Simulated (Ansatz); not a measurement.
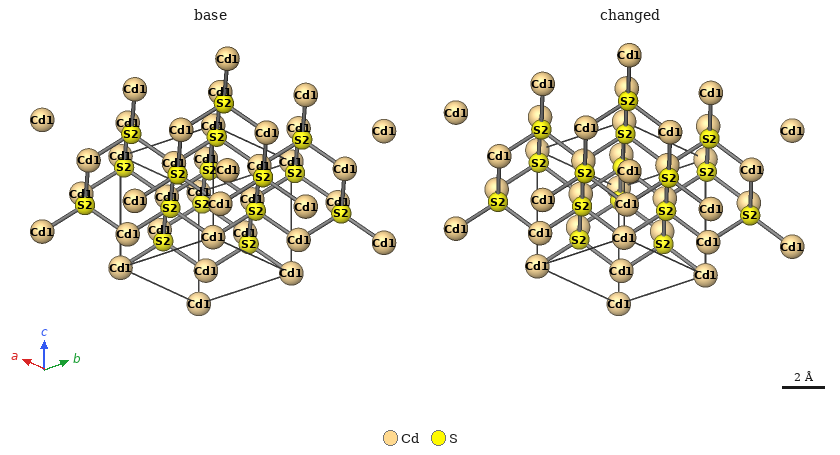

Left: a crystal of CdS (built on the zincblende type) at its r2SCAN-relaxed geometry. Right: the same structure after one change, at the same scale. Style: ball-and-stick. Shown: the conventional cell (4 times the calculation's cell), repeated 2 × 2 × 1 with one cell outlined, from a free direction. Lengths and directions refer to the drawn axes.

Level of theory: Ansatz, DFT, HSE06, plane waves, PAW. (plane-wave cutoff 420 eV; k-point mesh 6 × 6 × 6; occupations fixed; no spin polarisation)

> What distinguishes the right structure from the left one?

The cell is strained by −6.4 % along b and +4.0 % across it (volume +1.3 %). The atoms and the free axis were relaxed with r2SCAN under that strain, and this is a single point on that geometry.

> What does the change do?

It costs 11.4 meV per atom. Pressure: 0.2 GPa before, −0.8 GPa after. The principal stresses (compression positive) are 0.4 GPa along b and −1.4 GPa across it. All forces vanish by symmetry. Near-neighbour distances before and after: Cd–S 2.545 → 2.562 Å. The space group (tolerance 0.01 Å) goes from F-43m (No. 216) to I-4m2 (No. 119).
